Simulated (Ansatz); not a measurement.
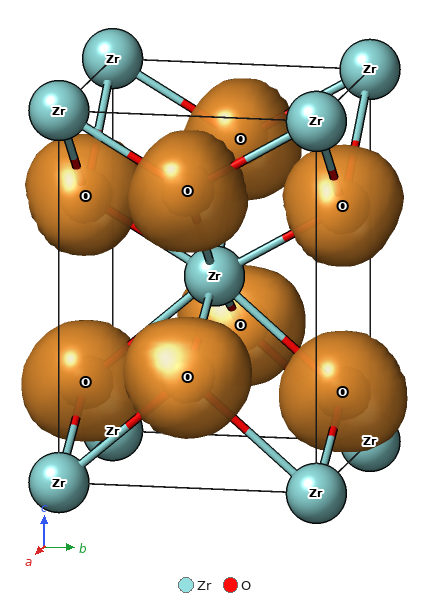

Figure. ZrO2. Isosurface of the electron localisation function at 0.7 (orange), seen slightly off an axis. Only the valence region is drawn (cores and ρ < 0.01 e/Å³ removed). Sticks mark near contacts.

Space group P4₂/nmc; a structure from a database of computed crystals, not necessarily the ambient phase.

Computed with DFT PBEsol, scalar-relativistic, plane waves, PAW in Ansatz 0.2.0.

In a PAW calculation such maps are meaningful between the atoms, not at the nuclei.

```cif
data_structure
_symmetry_space_group_name_H-M 'P 1'
_symmetry_Int_Tables_number 1
_cell_length_a 3.5845
_cell_length_b 3.5845
_cell_length_c 5.1773
_cell_angle_alpha 90.000
_cell_angle_beta 90.000
_cell_angle_gamma 90.000
_cell_volume 66.52
loop_
_atom_site_label
_atom_site_type_symbol
_atom_site_fract_x
_atom_site_fract_y
_atom_site_fract_z
_atom_site_occupancy
Zr1 Zr 0.00000 0.00000 0.00000 1
Zr2 Zr 0.50000 0.50000 0.50000 1
O1 O 0.00000 0.50000 0.29854 1
O2 O 0.00000 0.50000 0.79854 1
O3 O 0.50000 0.00000 0.70146 1
O4 O 0.50000 0.00000 0.20146 1
```

Question: Describe the localisation domains.

Answer: The surface consists of four regions wrapped around O (the valence shell of each), counted in one cell of 6 atoms. Regions shared between cells count once. Profiles from the grid: Zr–O (2.07 Å): the ELF peaks at about 0.85 in the valence shell of O, 0.6 Å from its nucleus, and drops to about 0.25 between the two atoms; no localised pair shows between them. Zr–O (2.37 Å): the ELF peaks at about 0.85 in the valence shell of O, 0.6 Å from its nucleus, and drops to about 0.10 between the two atoms: no localised pair shows between them.

Question: Metal or insulator at this level of theory?

Answer: It is gapped, with a Kohn–Sham gap of 4.0 eV on the k-point mesh (the band edges may lie off the mesh, which would make the gap smaller).
